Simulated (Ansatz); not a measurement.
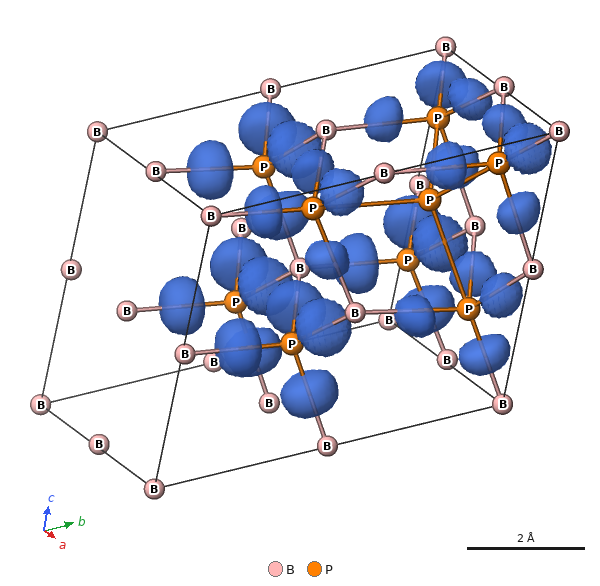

B₈P₉ (cell charge +2, with a compensating background) (cell with a defect). Isosurface of the electron localisation function at 0.85 (blue), seen slightly off an axis. Core shells and regions of very low density are left out. Sticks mark near contacts.

Spin-polarised.

All numbers below come from Ansatz, DFT PBE, scalar-relativistic, plane waves, PAW.

Core electrons are frozen (PAW), and the valence fields are smoothed inside the atomic spheres.

The calculation's input:

```
crystal:
  lattice:
    - [0.0, 4.5481927936, -4.5481927936]
    - [4.5481927936, 4.5481927936, 0.0]
    - [4.5481927936, 0.0, -4.5481927936]
  atoms:
    - { symbol: B, position: [0.4952924545, 0.4952924545, 0.0047075455], spin: 0.091 }
    - { symbol: B, position: [0.4952924545, 0.0047075455, 0.0047075455], spin: 0.091 }
    - { symbol: B, position: [1.0047075455, 0.4952924545, 0.0047075455], spin: 0.091 }
    - { symbol: B, position: [1.0, 0.0, 0.0] }
    - { symbol: B, position: [0.5, 0.5, 0.5] }
    - { symbol: B, position: [0.4952924545, 0.0047075455, 0.4952924545], spin: 0.091 }
    - { symbol: B, position: [1.0047075455, 0.4952924545, 0.4952924545], spin: 0.091 }
    - { symbol: B, position: [1.0047075455, 0.0047075455, 0.4952924545], spin: 0.091 }
    - { symbol: P, position: [0.3759288025, 0.3759288025, 0.3759288025] }
    - { symbol: P, position: [0.3759288025, 0.8722135924, 0.3759288025] }
    - { symbol: P, position: [0.8722135924, 0.3759288025, 0.3759288025] }
    - { symbol: P, position: [0.8842854152, 0.8842854152, 0.3471437545], spin: 0.091 }
    - { symbol: P, position: [0.3759288025, 0.3759288025, 0.8722135924] }
    - { symbol: P, position: [0.3471437545, 0.8842854152, 0.8842854152], spin: 0.091 }
    - { symbol: P, position: [0.8842854152, 0.3471437545, 0.8842854152], spin: 0.091 }
    - { symbol: P, position: [0.8842854152, 0.8842854152, 0.8842854152], spin: 0.091 }
    - { symbol: P, position: [0.75, 0.75, 0.75], spin: 0.091 }
  host:
    lattice:
      - [0.0, 2.2740963968, 2.2740963968]
      - [2.2740963968, 0.0, 2.2740963968]
      - [2.2740963968, 2.2740963968, 0.0]
    atoms:
      - { symbol: B, position: [0.0, 0.0, 0.0] }
      - { symbol: P, position: [0.25, 0.25, 0.25] }
total_charge: 2
basis:
  ecutwfc: 420
  xc_grid: 2
kpoints:
  mp_grid: { grid: [3, 3, 3], shift: [0.0, 0.0, 0.0] }
hamiltonian:
  xc: pbe
scf:
  occupations: { method: gaussian, width: 0.01 }
output:
  forces: true
  stress: false
  eigenvalues: true
  populations: true
  charged_corrections:
    defect_position: [0.75, 0.75, 0.75]
    epsilon: [[9.2563, 0.0, 0.0], [0.0, 9.2563, 0.0], [0.0, 0.0, 9.2563]]
  write_density: true
  write_potential: true
  elf: true
  volumetric_format: npy
magnetization:
  spin_polarized: true
relax:
  adjacent_minimum: "off"
  f_tol: 0.025
  max_steps: 45
```

Command:

```sh
ansatz run input.yaml --threads 4 --pin off --max-ram 8192MiB --backend cpu --events-out ev --progress --plain --runs-dir out
```

The fields are those of the relaxed geometry.

What do the ELF domains correspond to?

At this value the surface marks out 32 regions between bonded B–P atoms, counted in one cell of 17 atoms. Regions shared between cells count once. Profiles from the grid: B–P (1.84 Å): the ELF peaks at about 0.95 between the atoms. P–P (2.10 Å): the ELF peaks at about 0.80 between the atoms.
